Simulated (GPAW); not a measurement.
# BN (P6_3/mmc): refractive index against wavelength

The refractive index of BN (P6_3/mmc) along x below the direct gap (4.50 eV on the mesh) is read from one computed spectrum, n = √(Re ε). x, y and z are the Cartesian axes of the input cell.

The structure is hexagonal, space group P6_3/mmc (No. 194). The conventional cell has a = 2.498 Å, b = 2.498 Å, c = 6.636 Å, α = 90.00°, β = 90.00°, γ = 120.00°. N on site d is surrounded by 3 B at 1.44 Å. B on site c has 3 N at 1.44 Å as nearest neighbours.

Method: GPAW 26.7.0, LDA, RPA, k-mesh 15×15×5, local fields up to 50 eV, Lorentzian half width 0.15 eV.

Launch of the response step: `OMP_NUM_THREADS=1 python df.py`. The run took 1.8 min, its band step included, on 1 thread of Arm Neoverse V2, on a shared host.

| wavelength (nm) | photon energy E (eV) | n |
| --- | --- | --- |
| 1064 | 1.165 | 2.2112 |
| 850 | 1.459 | 2.2264 |
| 700 | 1.771 | 2.2475 |
| 633 | 1.959 | 2.2629 |
| 532 | 2.331 | 2.3007 |
| 450 | 2.755 | 2.3592 |
| 405 | 3.061 | ? |

In the single-oscillator model n² − 1 = E₀E_d/(E₀² − E²), so 1/(n² − 1) = E₀/E_d − E²/(E₀E_d) is linear in E².

Working, on the rows shown:

| x = E² (eV²) | y = 1/(n² − 1) |
| --- | --- |
| 1.35784 | 0.257109 |
| 2.12762 | 0.252726 |
| 3.13716 | 0.246837 |
| 3.83641 | 0.242676 |
| 5.43137 | 0.232925 |
| 7.59115 | 0.219018 |

Means: x̄ = 3.9136, ȳ = 0.24188. Σ(x − x̄)(y − ȳ) = -0.1599, Σ(x − x̄)² = 26.16. Slope = -0.1599 / 26.16 = -0.006111; intercept = ȳ − slope · x̄ = 0.2658. Turned back into n, the line misses the rows shown by at most 0.0017.

Q: Fill in the last column of the withheld row.

A: At x = 9.3718 the line gives y = 0.20852, that is 2.4074. The run gave 2.4155, so the extrapolation is off by 0.0081, 4 % of the range in the table.

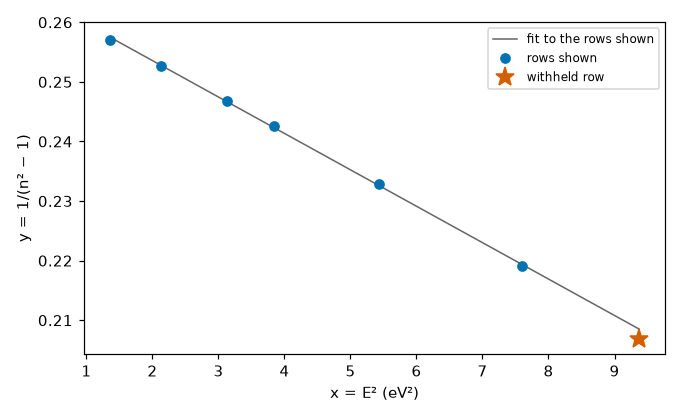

Refitted with all rows, the slope is -0.006264 and the intercept 0.26627. These give E₀ = √(intercept/−slope) = 6.52 eV and E_d = E₀/intercept = 24.5 eV; E₀ is 1.4 times the direct gap. The electronic limit at long wavelengths, without lattice vibrations, is n = √(1 + 1/intercept) = 2.181. The cell comes from an older database entry, whose edges can be off by a per cent or so. Excitons are left out; LDA gaps are as a rule too small. The values come from a sum over the points of one k-mesh and carry its error, which grows as the direct gap shrinks.
